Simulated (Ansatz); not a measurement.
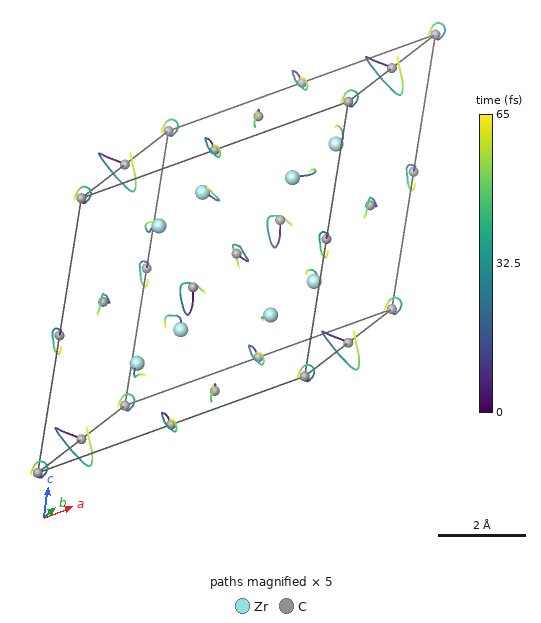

Molecular dynamics of a 16-atom cell of ZrC (set up in Fm-3m), 65 fs long. Lines trace each atom's path, coloured by time; spheres stand at the starting positions. The excursions are magnified 5 times. Seen slightly off an axis in the reduced simulation cell.

Method: DFT PBEsol, scalar-relativistic, plane waves, PAW in Ansatz. Settings: plane-wave cutoff 420 eV; k-point mesh 2 × 2 × 2; Fermi-Dirac smearing 0.05 eV; volume 1.01 times that of the relaxed crystal; Langevin thermostat (NVT); set temperature 450 K; time step 1 fs; friction 0.005 per fs.

Question: How do the atoms move?

Answer: Root-mean-square distances from the starting positions over the second half, with the common drift of all atoms taken out: Zr 0.08 Å, C 0.07 Å. The run lasts only 65 fs, too short to tell vibration from diffusion.
